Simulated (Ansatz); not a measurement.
System: Sb$_{4}$H (slab).

```
Sb H
1.0
     4.34101    0.00000    0.00000
    -2.17051    3.75943    0.00000
     0.00000    0.00000   24.37228
Sb H
4 1
Direct
  0.33333 0.66667 0.34876
  0.66667 0.33333 0.41042
  0.00000 0.00000 0.50174
  0.33333 0.66667 0.56544
  0.66667 0.33333 0.56859
```

Computed without spin polarisation.

Method: DFT r2SCAN, scalar-relativistic, plane waves, PAW in Ansatz.

Q: What will maps of the valence pseudo-density and electron localisation function show?

A: Sb–H (2.51 Å): the density is about 0.26 e/Å³ at the midpoint; the ELF climbs to about 1 towards the hydrogen.
Sb–Sb (2.92 Å): ρ at the midpoint is about 0.35 e/Å³; the ELF peaks at about 0.70 between the atoms.

Q: Metal or insulator at this level of theory?

A: It is gapless in this calculation (a metal or semimetal).

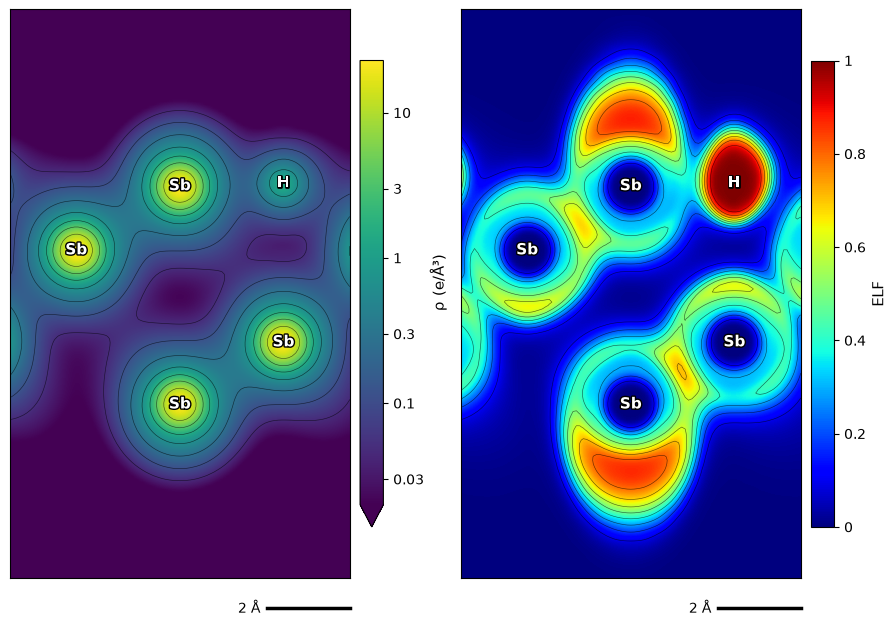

Computed valence pseudo-density and electron localisation function on the (110) plane of the calculation cell, a cut from vacuum to vacuum, in this order. 

In a PAW calculation such maps are meaningful between the atoms, not at the nuclei.
